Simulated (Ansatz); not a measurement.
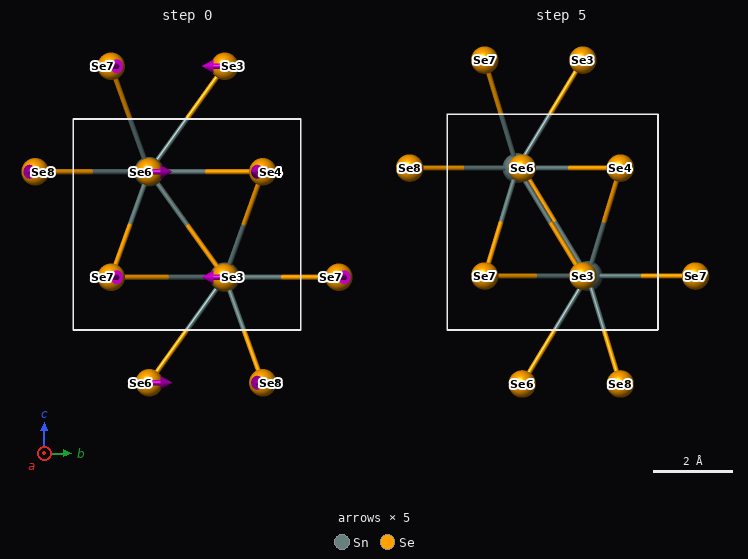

The structure of crystalline SnSe3 (built on the Ni3Sn (D0_19)_194 type) (coarse preliminary run) before (left) and after (right) a relaxation, at one scale. The purple arrows give the displacements (the part carried along by the change of the cell is left out), 5 times their true length.

Style: ball-and-stick. Shown: the cell of the calculation, along the a axis.

Case: Ni3Sn (D0_19) type (P6_3/mmc, No. 194).

These are results of DFT PBE, scalar-relativistic, plane waves, PAW (Ansatz), not measurements.

The input:
```yaml
crystal:
  lattice:
    - [6.7224793371, 0.0, 0.0]
    - [-3.3612396686, 5.8218378824, 0.0]
    - [0.0, 0.0, 5.3958268949]
  atoms:
    - { symbol: Sn, position: [0.3333333333, 0.6666666667, 0.25] }
    - { symbol: Sn, position: [0.6666666667, 0.3333333333, 0.75] }
    - { symbol: Se, position: [0.833, 0.666, 0.25] }
    - { symbol: Se, position: [0.167, 0.833, 0.75] }
    - { symbol: Se, position: [0.334, 0.167, 0.25] }
    - { symbol: Se, position: [0.167, 0.334, 0.75] }
    - { symbol: Se, position: [0.833, 0.167, 0.25] }
    - { symbol: Se, position: [0.666, 0.833, 0.75] }
basis:
  ecutwfc: 420
kpoints:
  mp_grid: { grid: [3, 3, 4] }
hamiltonian:
  xc: pbe
scf:
  occupations: { method: gaussian, width: 0.1 }
  lower_state_search: "off"
output:
  forces: true
  stress: true
  eigenvalues: true
relax:
  adjacent_minimum: "off"
  f_tol: 0.04
  max_steps: 70
  cell: { stress_tol: 0.4 }
```

Launched with:
```bash
ansatz run input.yaml --threads 1 --pin off --max-ram 2560MiB --backend cpu --events-out ev --progress --plain --runs-dir out
```

> Summarise the run.

Over 4 accepted moves (5 points after the start) the energy falls by 1.015 eV per cell of the calculation. Largest force component: 0.32 eV/Å at the start, 0.0099 eV/Å at the end. Pressure: −6.24 GPa at the start and 0.11 GPa at the end. The SCF was repeated once at an unchanged geometry on a basis and grid sized afresh for the cell, which shifted the energy by 2.4 meV per cell of the calculation at most. The largest moves relative to the cell, 0.12 Å, are those of Se3, Se4, Se5, Se6, Se7 and Se8. Se5 goes along [2 1 0]. Sn stays in place. The volume changes by −12.3 %, with a = b 6.722 → 6.225 Å (−7.4 %), c 5.396 → 5.521 Å (+2.3 %). Near-neighbour distances that change, for instance: Se3–Se5 3.355 → 2.900 Å, Sn1–Se3 3.361 → 3.115 Å, Sn1–Se4 3.321 → 3.229 Å. The space group stays P6_3/mmc (No. 194). Cost: 16 s on 1 thread of AMD EPYC 9R45 96-Core Processor (Zen 5), on a shared host, peak memory 0.58 GiB.
